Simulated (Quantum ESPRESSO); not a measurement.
# ZnSe (Stilleite): the LO frequency by hand

Aim: work out the LO frequency and the static dielectric constant of ZnSe (Stilleite) from one linear-response run, then check them.

Main program and level: Quantum ESPRESSO 7.5; DFT LDA, scalar-relativistic, plane waves, JTH PAW pseudopotentials.

### Step 1. The relaxed structure

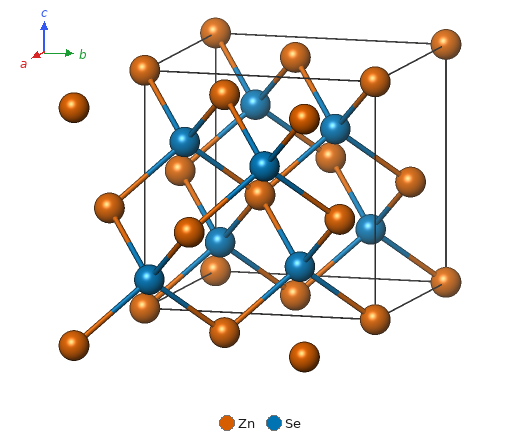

Start, viewed slightly off an axis; zinc orange, selenium blue. 2×1×1 cells are drawn. This picture shows the conventional cell, with its axes. Bonds to atoms that aren't drawn are left out. Some periodic images of atoms are drawn too.

This is the cell after its relaxation at this level of theory, not the database cell from which that began.

### Step 2. What the response run gave

A linear-response run on the relaxed cell, with the response to an electric field; only its zone-centre results are used. Cutoff 50 Ry, k mesh 8×8×8.

Log:

```text
[banners, grids, parts of the stress and lines that vanish by symmetry left out]
Program PHONON v.7.5
     Reading xml data from directory:

[...]
Exchange-correlation= PW
                           (   1   4   0   0   0   0   0)
[...]
(   8 q-points):
[...]
kinetic-energy cut-off    =      50.0000  Ry
     charge density cut-off    =     250.0000  Ry
     convergence threshold     =      1.0E-18
[...]
Exchange-correlation= PW
                           (   1   4   0   0   0   0   0)
[...]
q = (   0.0000000   0.0000000   0.0000000 )
     25 Sym.Ops. (with q -> -q+G )
     G cutoff =  700.6244  (  19579 G-vectors)     FFT grid: ( 40, 40, 40)
     G cutoff =  560.4995  (  13851 G-vectors)  smooth grid: ( 36, 36, 36)
     number of k points=    29
[...]
Mode symmetry, T_d (-43m)  point group:
[...]
Dielectric constant
[...]
End of electric fields calculation
          Dielectric constant in cartesian axis
          (       8.143683892      -0.000000000      -0.000000000 )
          (      -0.000000000       8.143683892      -0.000000000 )
          (      -0.000000000      -0.000000000       8.143683892 )
          Effective charges (d Force / dE) in cartesian axis without acoustic sum rule applied (asr)
           atom    1  Zn    Mean Z*:        1.98691
      Ex  (        1.98691       -0.00000       -0.00000 )
      Ey  (       -0.00000        1.98691        0.00000 )
      Ez  (       -0.00000        0.00000        1.98691 )
           atom    2  Se    Mean Z*:       -2.03503
      Ex  (       -2.03503       -0.00000       -0.00000 )
      Ey  (       -0.00000       -2.03503        0.00000 )
      Ez  (       -0.00000        0.00000       -2.03503 )
          Effective charges Sum: Mean:       -0.04812
[...]
Effective charges (d Force / dE) in cartesian axis with asr applied:
           atom    1  Zn    Mean Z*:        2.01097
[...]
atom    2  Se    Mean Z*:       -2.01097
[...]
Representation #   1 modes #   1   2   3
[...]
End of self-consistent calculation
     Convergence has been achieved
     Representation #   2 modes #   4   5   6
[...]
End of self-consistent calculation
     Convergence has been achieved
[...]
Dielectric constant in cartesian axis
          (       8.143683892      -0.000000000      -0.000000000 )
          (      -0.000000000       8.143683892      -0.000000000 )
          (      -0.000000000      -0.000000000       8.143683892 )
          Effective charges (d Force / dE) in cartesian axis without acoustic sum rule applied (asr)
[...]
Mode symmetry, C_s (m)     point group:
[...]
q = (    0.750000000  -0.250000000   0.750000000 )
[...]
Mode symmetry, C_s (m)     point group:
     freq (   1-   1) =         67.1  [cm-1]   --> A''
     freq (   2-   2) =         88.3  [cm-1]   --> A'
     freq (   3-   3) =        163.6  [cm-1]   --> A'
     freq (   4-   4) =        214.0  [cm-1]   --> A'
     freq (   5-   5) =        221.9  [cm-1]   --> A''
     freq (   6-   6) =        233.3  [cm-1]   --> A'
[...]
Mode symmetry, C_s (m)     point group:
[...]
q = (    0.500000000   0.000000000   0.500000000 )
[...]
Mode symmetry, C_s (m)     point group:
     freq (   1-   1) =         61.7  [cm-1]   --> A''
     freq (   2-   2) =         88.4  [cm-1]   --> A'
     freq (   3-   3) =        147.0  [cm-1]   --> A'
     freq (   4-   4) =        215.8  [cm-1]   --> A'
     freq (   5-   5) =        219.8  [cm-1]   --> A''
     freq (   6-   6) =        237.1  [cm-1]   --> A'
[...]
Mode symmetry, D_2d (-42m) point group:
[...]
Representation #   3 modes #   3   4
[...]
Convergence has been achieved
     Representation #   4 modes #   5   6
[...]
Convergence has been achieved
[...]
q = (    0.000000000  -1.000000000   0.000000000 )
[...]
freq (    5) =       6.726386 [THz] =     224.368089 [cm-1]
     freq (    6) =       6.726386 [THz] =     224.368089 [cm-1]
[...]
Mode symmetry, D_2d (-42m) point group:
     freq (   1-   2) =         69.8  [cm-1]   --> E    X_5  W_3
     freq (   3-   3) =        200.5  [cm-1]   --> A_1  X_1  W_1
     freq (   4-   4) =        206.7  [cm-1]   --> B_2  X_3  W_2
     freq (   5-   6) =        224.4  [cm-1]   --> E    X_5  W_3
[...]
Mode symmetry, S_4 (-4)    point group:
[...]
Convergence has been achieved
[...]
Convergence has been achieved
[...]
Convergence has been achieved
[...]
Convergence has been achieved
     Representation #   5 mode #   5
[...]
End of self-consistent calculation
     Convergence has been achieved
     Representation #   6 mode #   6
[...]
End of self-consistent calculation
     Convergence has been achieved
[...]
q = (   -0.500000000  -1.000000000   0.000000000 )
[...]
freq (    1) =       2.523359 [THz] =      84.170188 [cm-1]
     freq (    2) =       2.843062 [THz] =      94.834330 [cm-1]
     freq (    3) =       5.580113 [THz] =     186.132526 [cm-1]
     freq (    4) =       5.606817 [THz] =     187.023295 [cm-1]
     freq (    5) =       6.773481 [THz] =     225.939001 [cm-1]
     freq (    6) =       7.061469 [THz] =     235.545265 [cm-1]
[...]
Mode symmetry, S_4 (-4)    point group:
     freq (   1-   1) =         84.2  [cm-1]   --> B    W_3
     freq (   2-   2) =         94.8  [cm-1]   --> E*   W_2
     freq (   3-   3) =        186.1  [cm-1]   --> A    W_1
     freq (   4-   4) =        187.0  [cm-1]   --> E    W_4
     freq (   5-   5) =        225.9  [cm-1]   --> E*   W_2
     freq (   6-   6) =        235.5  [cm-1]   --> B    W_3

   JOB DONE.
```

```csv
quantity,value
cell volume Ω (Å³),43.112
mass of Zn (u),65.380
mass of Se (u),78.971
"Born charge of Zn, raw (e)",1.987
"Born charge of Se, raw (e)",-2.035
ε∞,8.144
ω(TO) after the sum rule (cm⁻¹),219.2
```

### Step 3. The calculation

The charges must sum to zero over the cell; taking off their mean, -0.024 e, leaves Z* = 2.011 e on Zn. In the polar mode Zn moves against Se, so the reduced mass is μ = 65.38 × 78.97 / 144.35 = 35.768 u.

A longitudinal wave builds up a field that adds to the restoring force: ω(LO)² = ω(TO)² + 4π Z*² / (μ Ω ε∞), in Hartree atomic units. With μ = 65201 electron masses and Ω = 290.94 bohr³ the second term is 3.2896e-07 Ha², or 15846 cm⁻² (1 Ha = 219474.6 cm⁻¹).

So ω(LO) = √(48031 + 15846) = 252.7 cm⁻¹, and by the Lyddane-Sachs-Teller relation ε₀ = ε∞ (ω(LO)/ω(TO))² = 10.83.

### Step 4. Check against the program

The analysis program adds the same non-analytic term to the full matrix, here for q along (1 0 0).

Log:

```text
[banner, memory and clock lines left out]
Program DYNMAT v.7.5

     Reading Dynamical Matrix from file x.dyn1
     ...Force constants read
     ...epsilon and Z* read

     Polarizability (A^3 units)
     multiply by 0.295751 for Clausius-Mossotti correction
        24.508303   -0.000000   -0.000000
        -0.000000   24.508303   -0.000000
        -0.000000   -0.000000   24.508303

     IR activities are in (D/A)^2/amu units

# mode   [cm-1]    [THz]      IR
    1      0.00    0.0000    0.0000
    2      0.00    0.0000    0.0000
    3      0.00    0.0000    0.0000
    4    219.16    6.5704    2.6085
    5    219.16    6.5704    2.6085
    6    252.74    7.5770    2.6085
```

ε₀ comes from the program's run without a direction of q.

```csv
quantity,by hand,program
ω(LO) (cm⁻¹),252.7,252.7
ε₀,10.83,10.83
```

### Step 5. What came out

| Quantity | Value |
| --- | --- |
| TO mode | 219.2 cm⁻¹ |
| LO mode | 252.7 cm⁻¹ |
| static dielectric constant | 10.83 |

In words: The LO mode of ZnSe (Stilleite) lies at 253 cm⁻¹, 34 cm⁻¹ above the TO mode; the formula meets the program within 0.1 cm⁻¹, as it must for a cubic crystal with one polar mode. ω(LO)² − ω(TO)² goes with Z*²/ε∞: an error of 5 % in ε∞ would move the LO mode by 1.5 cm⁻¹, and semilocal functionals tend to overestimate ε∞. The raw charges miss their sum by 0.048 e, a sign that the k mesh is short for the field response, so ε∞ may be some per cent too high. These are harmonic values at zero temperature, at the volume of this functional, for the structure held cubic; stability elsewhere in the zone is no part of this calculation.

[Host names and launcher messages were left out of these logs when they were recorded.]

[Logs are printed without paths, hosts, clocks, repeated set-up lines and the standing remarks that a program may print on its own settings, such as how far it seeks lower states.]

[Hosts, paths, dates, database ids (printed as entryN), source tags and the programs' standing remarks are cut or masked in the printed files.]
